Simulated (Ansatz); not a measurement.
Geometry relaxation, with input and output: C7H2 (part 2 of 2)

Continued. System: C7H2 (slab, 36 atoms in the cell). Method: DFT PBE, scalar-relativistic, plane waves, PAW, no spin polarisation (Ansatz 0.2.0); cutoff 420 eV, 5×5×1 k-mesh, Gaussian smearing of 0.05 eV. The structure derives from an entry of the Crystallography Open Database. The input holds or restrains some coordinates. Forces given for the steps count only the free coordinates.

### Output, continued
```
--- Per-component energies (eV) ---
  E_band       = -792.274978
  E_kinetic    = 2697.056238
  E_local      = -67790.902128  (includes V_loc(G=0)·N_el)
  E_nonlocal   = 766.380908
  E_hartree    = 32753.616484
  E_xc         = -1433.652712
  E_vxc        = -1782.370456  (∫ρ·V_xc dr)
  E_paw        = -2782.984943  (= ΣΔE_a)
  E_vpaw       = -192.357818  (= ΣTr[D̂ρ^β])
  E_aug_tail   = -0.011903  (compensation charges beyond the density's cutoff)
  E_efield     = 0.054728  (sawtooth field / dipole correction)
  E_vefield    = 2.693195  (∫n·V_field dr)
  E_ewald      = 28655.173433
  E_smearing   = -0.000000  (= −TS)
  E_closure    = -0.000000  (closes the sum)
  Σ components = -7135.269896   (vs F -7135.269896, Δ=0.00e0)
--- Forces (eV/Å), atoms counted from 1 ---
  atom   1  C     -0.00526411    -0.00616390     1.83016513
  atom   2  C     -0.00526411     0.00616390     1.83016513
  atom   3  C      0.00505177    -0.01312991     1.66137063
  atom   4  C      0.00505177     0.01312991     1.66137063
  atom   5  C      0.57688852     0.00357953    -1.44991767
  atom   6  C      0.57688852    -0.00357953    -1.44991767
  atom   7  C     -0.57410088     0.00305045    -1.48215827
  atom   8  C     -0.57410088    -0.00305045    -1.48215827
  atom   9  C      0.58753264     0.00000000     0.40754426
  atom  10  C      0.50428386     0.00000000     0.71795143
  atom  11  C     -0.62068184     0.00000000     0.31700727
  atom  12  C     -0.48020765     0.00000000     0.58547335
  atom  13  C      0.00325788     0.00000000     0.00256250
  atom  14  C      0.00437327     0.00000000     0.00220622
  atom  15  C     -0.00526639     0.00000000     0.00138418
  atom  16  C     -0.00325898     0.00000000     0.00056743
  atom  17  C     -0.00637733     0.00220152    -0.00189465
  atom  18  C     -0.00637733    -0.00220152    -0.00189465
  atom  19  C      0.00537147     0.00364566    -0.00915663
  atom  20  C      0.00537147    -0.00364566    -0.00915663
  atom  21  C      0.00457334    -0.00084072     0.00172933
  atom  22  C      0.00457334     0.00084072     0.00172933
  atom  23  C     -0.00554173     0.00068293    -0.00110884
  atom  24  C     -0.00554173    -0.00068293    -0.00110884
  atom  25  C      0.00409749     0.00000000     0.44371606
  atom  26  C      0.00333473     0.00000000    -3.66743516
  atom  27  C     -0.00369640     0.00000000     0.00290245
  atom  28  C      0.00283023     0.00000000     0.00360258
  atom  29  H      0.00155864     0.00248553     0.00954160
  atom  30  H      0.00045122    -0.00249735     0.00861126
  atom  31  H      0.00045122     0.00249735     0.00861126
  atom  32  H      0.00155864    -0.00248553     0.00954160
  atom  33  H     -0.00092436    -0.00029543     0.01061789
  atom  34  H      0.00000712     0.00199888     0.01355614
  atom  35  H      0.00000712    -0.00199888     0.01355614
  atom  36  H     -0.00092436     0.00029543     0.01061789
  max |Σ_I F_I| component: 1.94e-4 eV/Å
--- Band table (eV; the first three rows and the last of 9) ---
  k-point 0: bands = ["-18.8815", "-17.5808", "-15.3248", "-14.5455", "-14.4796", "-14.3690", "-14.2746", "-13.8748", "-13.1188", "-12.9245", "-12.6512", "-12.3423", "-10.5298", "-10.3269", "-10.3159", "-10.1734", "-10.1449", "-9.8598", "-9.8119", "-9.7788", "-9.4796", "-9.3284", "-8.8039", "-8.0318", "-7.9154", "-7.2153", "-6.8069", "-6.7387", "-5.9223", "-5.4128", "-5.3202", "-5.2391", "-5.2309", "-5.2105", "-4.4866", "-4.4374", "-3.9506", "-3.9035", "-3.6234", "-3.5724", "-3.4849", "-2.7349", "-2.6818", "-2.3516", "-1.9714", "-1.8418", "-1.5457", "-0.9526", "-0.7452", "-0.6711", "-0.6256", "-0.3059", "-0.2479", "-0.1577", "0.2530", "0.3580", "0.7017", "1.5161", "1.7526", "2.1072", "3.3199", "3.5088", "4.4880", "5.5310", "6.2954", "6.6402", "6.6718", "6.6959", "6.7596", "7.2676", "7.3800", "7.4337", "7.8099", "8.0000", "8.0542", "8.1658", "8.2243", "8.6367", "8.8508", "9.1305", "9.5681", "9.7220", "9.8869", "10.1155", "10.2438", "10.2734", "10.2987", "10.3150", "10.3847", "10.4103", "10.5077", "10.5438", "10.8570", "10.8730", "11.0323", "11.1984"]
  k-point 1: bands = ["-18.6987", "-17.4021", "-16.0161", "-15.1468", "-14.8355", "-14.2016", "-14.1030", "-13.2835", "-12.9397", "-12.6729", "-12.2162", "-12.1623", "-11.7096", "-11.4846", "-10.5195", "-10.3383", "-10.2823", "-9.6631", "-9.5380", "-9.1936", "-8.9254", "-8.7879", "-8.6894", "-8.1331", "-6.9993", "-6.6963", "-6.3512", "-6.0559", "-5.8361", "-5.8118", "-5.7188", "-5.5023", "-5.3575", "-4.7589", "-4.5464", "-4.4456", "-3.9735", "-3.7424", "-3.5581", "-3.4328", "-3.3816", "-3.2514", "-2.7623", "-2.4304", "-2.2240", "-1.7269", "-1.6273", "-1.5028", "-1.4364", "-1.3821", "-0.8959", "-0.5787", "-0.4325", "-0.2602", "0.1041", "0.5475", "0.7016", "0.7412", "1.1841", "1.9258", "3.4831", "3.7060", "4.5057", "5.7301", "6.1152", "6.6875", "6.7536", "7.1896", "7.2227", "7.4095", "7.6681", "7.7647", "8.0396", "8.0721", "8.1732", "8.2950", "8.3725", "8.7679", "8.8409", "9.0641", "9.2993", "9.6454", "9.7696", "9.8505", "10.0214", "10.0494", "10.2867", "10.3169", "10.4153", "10.5035", "10.5295", "10.6558", "10.7835", "10.9051", "11.0610", "11.1543"]
  k-point 2: bands = ["-18.1528", "-17.2551", "-16.8637", "-15.9905", "-14.6377", "-13.8579", "-13.6920", "-13.5890", "-12.8545", "-12.7521", "-12.4145", "-12.1668", "-11.6772", "-11.6012", "-11.3531", "-11.0523", "-9.9561", "-9.3237", "-8.8278", "-8.7715", "-8.5847", "-8.4657", "-8.4352", "-6.7711", "-6.5694", "-6.5115", "-6.3248", "-6.0373", "-5.9329", "-5.8934", "-5.6286", "-4.9978", "-4.8903", "-4.4458", "-4.3069", "-4.2156", "-4.1504", "-3.8206", "-3.5660", "-3.4820", "-3.2740", "-3.2480", "-3.0193", "-2.9149", "-2.7143", "-2.6587", "-2.0988", "-1.9539", "-1.7795", "-1.7326", "-1.2124", "-1.1363", "-0.9525", "-0.8124", "-0.8025", "0.1160", "0.4833", "0.6580", "0.9465", "1.5782", "3.7331", "4.2928", "4.4472", "5.2066", "6.3119", "6.9675", "7.1034", "7.1709", "7.4301", "7.8734", "7.9311", "8.2081", "8.3052", "8.3858", "8.5034", "8.6089", "8.6447", "8.7779", "8.8751", "9.0360", "9.1253", "9.2536", "9.3832", "9.4210", "9.5743", "9.9407", "10.0521", "10.3081", "10.3611", "10.5736", "10.8152", "10.8212", "10.9247", "10.9822", "11.0275", "11.2113"]
  k-point 8: bands = ["-17.6307", "-16.7411", "-16.5147", "-16.0399", "-15.6420", "-15.1690", "-14.7783", "-13.9543", "-13.8664", "-13.1033", "-12.4847", "-11.7869", "-11.1984", "-10.6233", "-10.5794", "-9.8289", "-9.6321", "-8.8007", "-8.5309", "-8.1952", "-8.0517", "-7.4604", "-7.0758", "-6.9256", "-6.6186", "-6.2886", "-6.0987", "-6.0485", "-5.7637", "-5.5917", "-5.4136", "-5.3680", "-5.0941", "-4.9098", "-4.6634", "-4.4842", "-4.3288", "-4.2382", "-3.9232", "-3.6245", "-3.5827", "-3.2816", "-3.1824", "-3.0370", "-2.8874", "-2.7927", "-2.5791", "-2.4662", "-2.2327", "-2.0270", "-1.8646", "-1.6237", "-1.5048", "-1.1613", "-1.0194", "-0.8319", "-0.6201", "-0.2384", "1.2376", "1.8293", "3.6822", "4.3189", "4.9761", "5.6852", "5.8114", "6.3645", "6.9454", "7.0462", "7.1903", "7.4828", "7.6436", "7.9658", "8.0604", "8.7388", "9.0047", "9.0744", "9.2791", "9.4143", "9.5633", "9.6891", "9.8609", "9.9257", "9.9814", "10.1457", "10.3864", "10.4293", "10.6171", "10.6884", "10.7785", "10.8896", "10.9693", "11.1492", "11.2576", "11.3982", "11.4874", "11.6182"]
--- Relaxed structure (4 steps of the walk, 4 accepted, 0 SCFs on fresh bases) ---
  F+E_penalty+E_count = -7135.26989629 eV   max|allowed force component| = 9.157e-3 eV/Å
  atoms:
    - { symbol: C, position: [0.5, 0.5, 0.24668610490000004] }
    - { symbol: C, position: [0.5, 0.0, 0.24668610490000004] }
    - { symbol: C, position: [0.0, 0.5, 0.24668610490000004] }
    - { symbol: C, position: [0.0, 0.0, 0.24668610490000004] }
    - { symbol: C, position: [0.75, 0.5, 0.294028991] }
    - { symbol: C, position: [0.75, 0.0, 0.294028991] }
    - { symbol: C, position: [0.25, 0.5, 0.294028991] }
    - { symbol: C, position: [0.25, 0.0, 0.294028991] }
    - { symbol: C, position: [0.75, 0.75, 0.3413718772] }
    - { symbol: C, position: [0.75, 0.25, 0.3413718772] }
    - { symbol: C, position: [0.25, 0.75, 0.3413718772] }
    - { symbol: C, position: [0.25, 0.25, 0.3413718772] }
    - { symbol: C, position: [0.000696234720834496, 0.75, 0.3936212667125479] }
    - { symbol: C, position: [0.0014655489013973367, 0.25, 0.39394287689161894] }
    - { symbol: C, position: [0.4994288209294235, 0.75, 0.38619873801300325] }
    - { symbol: C, position: [0.4995876328811124, 0.25, 0.3869337086176587] }
    - { symbol: C, position: [0.0013455524864962206, -0.0019206736182275535, 0.4450107281387371] }
    - { symbol: C, position: [0.0013455524864962206, 0.5019206736182276, 0.4450107281387371] }
    - { symbol: C, position: [0.49821549729936326, -0.0041191648347029255, 0.4319887503028157] }
    - { symbol: C, position: [0.49821549729936326, 0.5041191648347029, 0.4319887503028157] }
    - { symbol: C, position: [0.26993632906030307, -0.0036514064711236126, 0.4899128221513158] }
    - { symbol: C, position: [0.26993632906030307, 0.5036514064711237, 0.4899128221513158] }
    - { symbol: C, position: [0.7329924125267028, -0.0012751810274477214, 0.4879693035779322] }
    - { symbol: C, position: [0.7329924125267028, 0.5012751810274477, 0.4879693035779322] }
    - { symbol: C, position: [0.3651468752656847, 0.25, 0.5219339643] }
    - { symbol: C, position: [0.3621801225331393, 0.75, 0.5366744534] }
    - { symbol: C, position: [0.6385274396399319, 0.25, 0.5233790174289492] }
    - { symbol: C, position: [0.6361531309727816, 0.75, 0.5245171345667043] }
    - { symbol: H, position: [0.5, 0.642297379, 0.2067119476] }
    - { symbol: H, position: [0.5, 0.357702621, 0.2067119476] }
    - { symbol: H, position: [0.5, 0.142297379, 0.2067119476] }
    - { symbol: H, position: [0.5, -0.142297379, 0.2067119476] }
    - { symbol: H, position: [0.0, 0.3577812996, 0.2066501452] }
    - { symbol: H, position: [0.0, 0.6422187004, 0.2066501452] }
    - { symbol: H, position: [0.0, -0.1422187004, 0.2066501452] }
    - { symbol: H, position: [0.0, 0.1422187004, 0.2066501452] }
```

### Trajectory as extended XYZ (Å, eV, eV/Å), 3 of the 4 frames kept, from step=1 to step=4
```
36
Lattice="5.0508 0.0000 0.0000 0.0000 5.0508 0.0000 0.0000 0.0000 18.8596" Properties=species:S:1:pos:R:3:forces:R:3 step=1 energy=-7135.22020
C     2.5254    2.5254    4.6524   -0.0023  -0.0062   1.8262
C     2.5254    0.0000    4.6524   -0.0023   0.0062   1.8262
C     0.0000    2.5254    4.6524    0.0030  -0.0143   1.6562
C     0.0000    0.0000    4.6524    0.0030   0.0143   1.6562
C     3.7881    2.5254    5.5453    0.5953   0.0109  -1.5303
C     3.7881    0.0000    5.5453    0.5953  -0.0109  -1.5303
C     1.2627    2.5254    5.5453   -0.5876   0.0082  -1.5505
C     1.2627    0.0000    5.5453   -0.5876  -0.0082  -1.5505
C     3.7881    3.7881    6.4381    0.6193   0.0000   0.1372
C     3.7881    1.2627    6.4381    0.5843   0.0000   0.3163
C     1.2627    3.7881    6.4381   -0.6480   0.0000   0.1143
C     1.2627    1.2627    6.4381   -0.5756   0.0000   0.2530
C     0.0018    3.7881    7.4150   -0.0104   0.0000  -0.0086
C     0.0040    1.2627    7.4184    0.0332   0.0000   0.0053
C     2.5236    3.7881    7.2757    0.0474   0.0000  -0.0371
C     2.5245    1.2627    7.2826    0.0411   0.0000   0.1021
C     0.0040   -0.0051    8.3754    0.0319  -0.0922   0.0736
C     0.0040    2.5305    8.3754    0.0319   0.0922   0.0736
C     2.5206   -0.0107    8.1263   -0.1937  -0.4181   0.3290
C     2.5206    2.5361    8.1263   -0.1937   0.4181   0.3290
C     1.3601   -0.0103    9.2024    0.2758  -0.1404   0.8117
C     1.3601    2.5357    9.2024    0.2758   0.1404   0.8117
C     3.6992   -0.0032    9.1838    0.0885  -0.0170   0.1024
C     3.6992    2.5286    9.1838    0.0885   0.0170   0.1024
C     1.8399    1.2627    9.8435   -0.1945   0.0000  -0.1676
C     1.8309    3.7881   10.1215   -0.0710   0.0000  -4.3153
C     3.2203    1.2627    9.8577    0.0438   0.0000   0.0164
C     3.2154    3.7881    9.8682   -0.2953   0.0000   0.0637
H     2.5254    3.2441    3.8985    0.0010   0.0019   0.0100
H     2.5254    1.8067    3.8985   -0.0004  -0.0020   0.0083
H     2.5254    0.7187    3.8985   -0.0004   0.0020   0.0083
H     2.5254   -0.7187    3.8985    0.0010  -0.0019   0.0100
H     0.0000    1.8071    3.8973    0.0001  -0.0005   0.0094
H     0.0000    3.2437    3.8973    0.0009   0.0015   0.0138
H     0.0000   -0.7183    3.8973    0.0009  -0.0015   0.0138
H     0.0000    0.7183    3.8973    0.0001   0.0005   0.0094
36
Lattice="5.0508 0.0000 0.0000 0.0000 5.0508 0.0000 0.0000 0.0000 18.8596" Properties=species:S:1:pos:R:3:forces:R:3 step=3 energy=-7135.26969
C     2.5254    2.5254    4.6524   -0.0051  -0.0061   1.8303
C     2.5254    0.0000    4.6524   -0.0051   0.0061   1.8303
C     0.0000    2.5254    4.6524    0.0050  -0.0134   1.6613
C     0.0000    0.0000    4.6524    0.0050   0.0134   1.6613
C     3.7881    2.5254    5.5453    0.5778   0.0034  -1.4515
C     3.7881    0.0000    5.5453    0.5778  -0.0034  -1.4515
C     1.2627    2.5254    5.5453   -0.5747   0.0023  -1.4833
C     1.2627    0.0000    5.5453   -0.5747  -0.0023  -1.4833
C     3.7881    3.7881    6.4381    0.5916   0.0000   0.4050
C     3.7881    1.2627    6.4381    0.5022   0.0000   0.7204
C     1.2627    3.7881    6.4381   -0.6228   0.0000   0.3120
C     1.2627    1.2627    6.4381   -0.4819   0.0000   0.5879
C     0.0035    3.7881    7.4234    0.0025   0.0000   0.0212
C     0.0069    1.2627    7.4295    0.0161   0.0000   0.0170
C     2.5226    3.7881    7.2829   -0.0067   0.0000   0.0345
C     2.5235    1.2627    7.2975   -0.0066   0.0000   0.0032
C     0.0072   -0.0095    8.3935   -0.0353  -0.0039  -0.0314
C     0.0072    2.5350    8.3935   -0.0353   0.0039  -0.0314
C     2.5162   -0.0209    8.1473    0.0208   0.0069  -0.0277
C     2.5162    2.5463    8.1473    0.0208  -0.0069  -0.0277
C     1.3634   -0.0180    9.2381    0.0003  -0.0150   0.0462
C     1.3634    2.5434    9.2381    0.0003   0.0150   0.0462
C     3.7017   -0.0067    9.2040    0.0060   0.0170  -0.0143
C     3.7017    2.5321    9.2040    0.0060  -0.0170  -0.0143
C     1.8438    1.2627    9.8435   -0.0103   0.0000   0.4339
C     1.8287    3.7881   10.1215   -0.0255   0.0000  -3.6762
C     3.2242    1.2627    9.8718    0.0141   0.0000  -0.0122
C     3.2116    3.7881    9.8923    0.0351   0.0000   0.0088
H     2.5254    3.2441    3.8985    0.0016   0.0025   0.0095
H     2.5254    1.8067    3.8985    0.0004  -0.0025   0.0086
H     2.5254    0.7187    3.8985    0.0004   0.0025   0.0086
H     2.5254   -0.7187    3.8985    0.0016  -0.0025   0.0095
H     0.0000    1.8071    3.8973   -0.0009  -0.0003   0.0106
H     0.0000    3.2437    3.8973    0.0000   0.0020   0.0136
H     0.0000   -0.7183    3.8973    0.0000  -0.0020   0.0136
H     0.0000    0.7183    3.8973   -0.0009   0.0003   0.0106
36
Lattice="5.0508 0.0000 0.0000 0.0000 5.0508 0.0000 0.0000 0.0000 18.8596" Properties=species:S:1:pos:R:3:forces:R:3 step=4 energy=-7135.26990
C     2.5254    2.5254    4.6524   -0.0053  -0.0062   1.8302
C     2.5254    0.0000    4.6524   -0.0053   0.0062   1.8302
C     0.0000    2.5254    4.6524    0.0051  -0.0131   1.6614
C     0.0000    0.0000    4.6524    0.0051   0.0131   1.6614
C     3.7881    2.5254    5.5453    0.5769   0.0036  -1.4499
C     3.7881    0.0000    5.5453    0.5769  -0.0036  -1.4499
C     1.2627    2.5254    5.5453   -0.5741   0.0031  -1.4822
C     1.2627    0.0000    5.5453   -0.5741  -0.0031  -1.4822
C     3.7881    3.7881    6.4381    0.5875   0.0000   0.4075
C     3.7881    1.2627    6.4381    0.5043   0.0000   0.7180
C     1.2627    3.7881    6.4381   -0.6207   0.0000   0.3170
C     1.2627    1.2627    6.4381   -0.4802   0.0000   0.5855
C     0.0035    3.7881    7.4235    0.0033   0.0000   0.0026
C     0.0074    1.2627    7.4296    0.0044   0.0000   0.0022
C     2.5225    3.7881    7.2836   -0.0053   0.0000   0.0014
C     2.5233    1.2627    7.2974   -0.0033   0.0000   0.0006
C     0.0068   -0.0097    8.3927   -0.0064   0.0022  -0.0019
C     0.0068    2.5351    8.3927   -0.0064  -0.0022  -0.0019
C     2.5164   -0.0208    8.1471    0.0054   0.0036  -0.0092
C     2.5164    2.5462    8.1471    0.0054  -0.0036  -0.0092
C     1.3634   -0.0184    9.2396    0.0046  -0.0008   0.0017
C     1.3634    2.5439    9.2396    0.0046   0.0008   0.0017
C     3.7022   -0.0064    9.2029   -0.0055   0.0007  -0.0011
C     3.7022    2.5319    9.2029   -0.0055  -0.0007  -0.0011
C     1.8443    1.2627    9.8435    0.0041   0.0000   0.4437
C     1.8293    3.7881   10.1215    0.0033   0.0000  -3.6674
C     3.2251    1.2627    9.8707   -0.0037   0.0000   0.0029
C     3.2131    3.7881    9.8922    0.0028   0.0000   0.0036
H     2.5254    3.2441    3.8985    0.0016   0.0025   0.0095
H     2.5254    1.8067    3.8985    0.0005  -0.0025   0.0086
H     2.5254    0.7187    3.8985    0.0005   0.0025   0.0086
H     2.5254   -0.7187    3.8985    0.0016  -0.0025   0.0095
H     0.0000    1.8071    3.8973   -0.0009  -0.0003   0.0106
H     0.0000    3.2437    3.8973    0.0000   0.0020   0.0136
H     0.0000   -0.7183    3.8973    0.0000  -0.0020   0.0136
H     0.0000    0.7183    3.8973   -0.0009   0.0003   0.0106
```

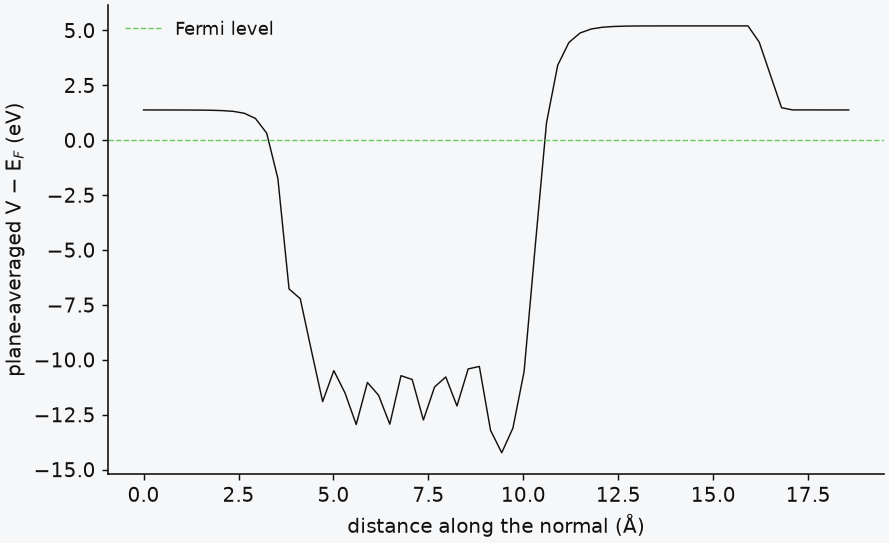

Fig. 1: Plane average of the electrostatic potential energy of an electron across the cell, from the Fermi level. The vacuum level lies 5.21 eV above the Fermi level on the upper side and 1.38 eV on the lower.
